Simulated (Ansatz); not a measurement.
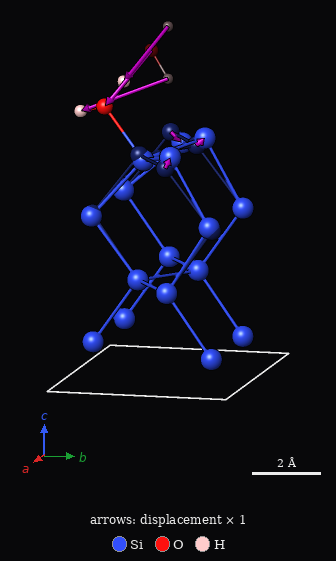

A constrained relaxation of a slab of composition Si$_{16}$H$_{2}$O (cut from the Fd-3m phase). The starting structure is drawn faded, the final one solid; purple arrows show the displacements, at their true length.

Style: ball-and-stick. Shown: the cell of the calculation, outlined in the plane, without the vacuum (origin shifted), slightly off an axis.

Case: 1 H2O a cell, upright, over a bridge Si-Si site. The slab is the (1 1 0) face of Si with H2O on it. 8 atoms are held fixed.

All numbers below come from Ansatz 0.2.0, DFT PBE+D3(BJ), scalar-relativistic, plane waves, PAW.

Input file:
```yaml
crystal:
  lattice:
    - [7.6671877233, 0.0, 0.0]
    - [0.0, 5.4215204318, 0.0]
    - [0.0, 0.0, 25.3164907925]
  atoms:
    - { symbol: Si, position: [0.25, 0.0, 0.3159995619] }
    - { symbol: Si, position: [0.75, 0.0, 0.3159995619] }
    - { symbol: Si, position: [0.5, 0.25, 0.3159995619] }
    - { symbol: Si, position: [0.0, 0.25, 0.3159995619] }
    - { symbol: Si, position: [0.5, 0.5, 0.3917129357] }
    - { symbol: Si, position: [0.0, 0.5, 0.3917129357] }
    - { symbol: Si, position: [0.75, 0.75, 0.3917129357] }
    - { symbol: Si, position: [0.25, 0.75, 0.3917129357] }
    - { symbol: Si, position: [0.75, 0.0036677553, 0.4679304438] }
    - { symbol: Si, position: [0.25, 0.0036677553, 0.4679304438] }
    - { symbol: Si, position: [0.0, 0.2463322447, 0.4679304438] }
    - { symbol: Si, position: [0.5, 0.2463322447, 0.4679304438] }
    - { symbol: Si, position: [0.0, 0.5080634537, 0.539568104] }
    - { symbol: Si, position: [0.5, 0.5080634537, 0.539568104] }
    - { symbol: Si, position: [0.25, 0.7419365463, 0.539568104] }
    - { symbol: Si, position: [0.75, 0.7419365463, 0.539568104] }
    - { symbol: O, position: [0.3448310104, 0.5216544709, 0.6550264439] }
    - { symbol: H, position: [0.375, 0.625, 0.6240979868] }
    - { symbol: H, position: [0.375, 0.625, 0.685958851] }
basis:
  ecutwfc: 420
kpoints:
  mp_grid: { grid: [2, 3, 1] }
hamiltonian:
  xc: pbe
  dispersion: d3bj
scf:
  occupations: { method: gaussian, width: 0.05 }
output:
  forces: true
  eigenvalues: true
  write_density: true
  write_potential: true
  elf: true
  volumetric_format: npy
relax:
  adjacent_minimum: "off"
  f_tol: 0.04
  max_steps: 100
  constraints: [{ sites: [0, 1, 2, 3, 4, 5, 6, 7] }]
efield:
  axis: 3
  dipole_correction: true
  ramp_width: 0.04
```

Launched with:
```bash
ansatz run input.yaml --threads 2 --pin off --max-ram 5120MiB --backend cpu --events-out ev --progress --plain --runs-dir out
```

Question: What happened in the run?

Answer: The atom that moves furthest is H18 (2.83 Å at 68° to the normal (−c side)). Largest moves by element: H 2.83 Å, O 2.16 Å, Si 0.46 Å. The cell doesn't change. Some distances before and after: Si14–O17 3.157 → 1.965 Å, Si14–Si16 2.298 → 2.373 Å, Si14–Si15 2.298 → 2.355 Å, Si10–Si15 2.303 → 2.354 Å. New bonds form: Si14–O17 (3.16 → 1.97 Å). Among the angles between lasting bonds that change: Si9–Si16–Si13 109.9° → 88.6°, Si10–Si15–Si13 109.9° → 91.7°, Si9–Si16–Si14 109.9° → 96.5°. After 43 accepted moves (48 points after the start) the energy has fallen by 1.120 eV per cell of the calculation. The largest force component goes from 0.71 to 0.022 eV/Å. The line search rejected the trial steps at points 2, 9, 30, 44, 47 of the run. The run took 14 min on 2 threads of Arm Neoverse V1, on a shared host, peak memory 1.2 GiB.

Limits of the set-up: the periodic images lie only 5.4 Å apart, so the values are limited by the cell's size.
